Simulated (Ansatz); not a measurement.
Take the following structure.

```xyz
8
Lattice="2.4665 0.0000 0.0000 -1.2333 2.1361 0.0000 0.0000 0.0000 58.6656" Properties=species:S:1:pos:R:3 pbc="T T T"
C     0.0000    0.0000   48.8488
C     1.2333    0.7120   48.8490
C     0.0000    0.0000    9.8167
C     0.0000    1.4240    9.8166
C     0.0000    0.0000   14.2153
C     1.2333    0.7120   14.2155
C     0.0000    0.0000   33.8488
C     0.0000    1.4240   33.8486
```

Say what kind of structure these coordinates give.

The element is carbon. The cell holds eight atoms. Around each C lie three C in a trigonal planar arrangement at 1.42 Å. The bonds build C layers parallel to (001).

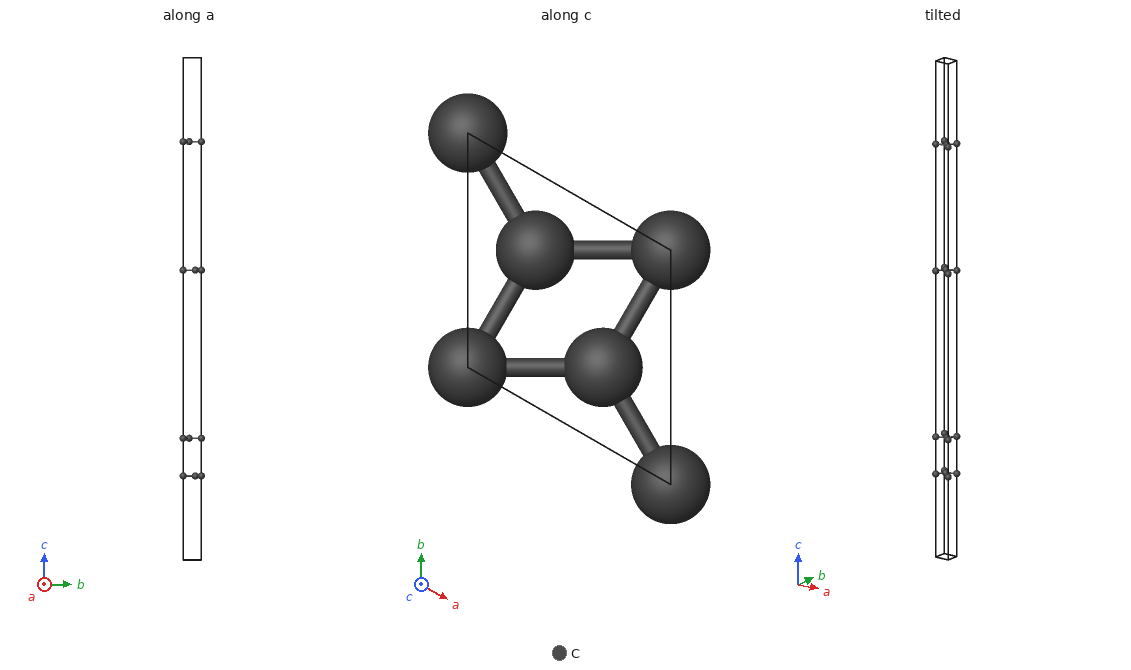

Ball-and-stick representation of a periodic structure, projected along the a axis, along the c axis and slightly off an axis. The lines enclose the simulation cell; boundary atoms appear with their images.

Source of the structure: a structure listed in the Materials Project, from which a slab was cut. The atoms were relaxed in a fixed cell with DFT PBE, scalar-relativistic, plane waves, PAW in Ansatz 0.2.0.
